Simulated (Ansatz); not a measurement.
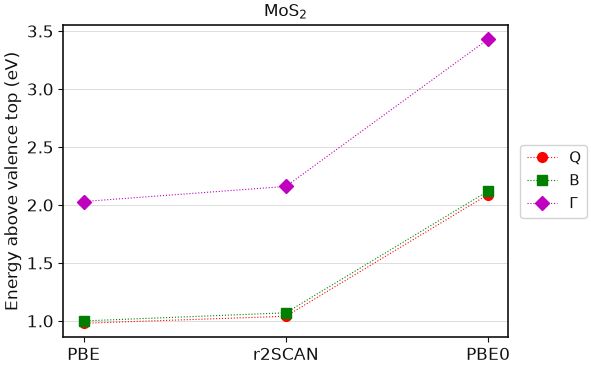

Lowest conduction level at each named k point, counted from the valence-band top at Z, by several methods on one cell of MoS2, space group R3m (No. 160), 3 atoms in the primitive cell, relaxed with r2SCAN+rVV10; a = 3.175 Å, c = 18.582 Å (hexagonal axes). All runs are without spin-orbit coupling and carry no moments. In reduced coordinates of the cell that was run, Q is (0.659, 0.341, 0), B is (0.819, 0.5, 0.181) and Z is (0.5, 0.5, 0.5). In some of the methods the smallest gap lies off these points.

| method | program | Q (eV) | B (eV) | Γ (eV) |
| --- | --- | --- | --- | --- |
| PBE | Ansatz | 0.98 | 1.00 | 2.03 |
| r2SCAN | Ansatz | 1.04 | 1.07 | 2.16 |
| PBE0 | Ansatz | 2.09 | 2.12 | 3.43 |

Estimate the HSE06 values. It was run as: HSE06, Ansatz PAW set, 6×6×6 k mesh, 420 eV cutoff, fixed occupations (Ansatz).

HSE06 screens off the long-range part of PBE0's exact exchange, so it lies between PBE and PBE0, here 0.65 eV under PBE0 at Q. HSE06 gives 1.44 eV at Q, 1.47 eV at B and 2.74 eV at Γ, which is +0.46 eV from PBE at Q.

Does HSE06 shift these levels rigidly from PBE?

The shifts are +0.46 eV at Q, +0.47 eV at B and +0.71 eV at Γ, and at points that aren't plotted +0.64 eV (L), +0.63 eV (F) and +0.73 eV (Z): over the named points that both runs hold, a spread of 0.27 eV on a mean of 0.61 eV, so one shift doesn't describe them.

How do the methods rank at Q?

From low to high: PBE 0.98, r2SCAN 1.04, HSE06 1.44, PBE0 2.09 eV.

Settings. PBE: Ansatz PAW set, 10×10×10 k mesh, 420 eV cutoff, Fermi-Dirac smearing of 0.02 eV (Ansatz). r2SCAN: Ansatz PAW set, 10×10×10 k mesh, 500 eV cutoff, fixed occupations (Ansatz 0.2.0). PBE0: Ansatz PAW set, 6×6×6 k mesh, 420 eV cutoff, fixed occupations (Ansatz 0.2.0).

These are four of the 11 methods that were run on this cell. Spin-orbit coupling is left out, which matters for Mo. r2SCAN, HSE06 and PBE0: the PAW data sets were made with another functional. LDA, GGA and most meta-GGA functionals understate gaps. HSE06 and PBE0: the k mesh is thin for exact exchange. Over all k points computed the smallest gap is 0.95 eV in PBE. In reduced coordinates of the cell that was run, L is (0.5, 0, 0), F is (0.5, 0.5, 0) and Z is (0.5, 0.5, 0.5).
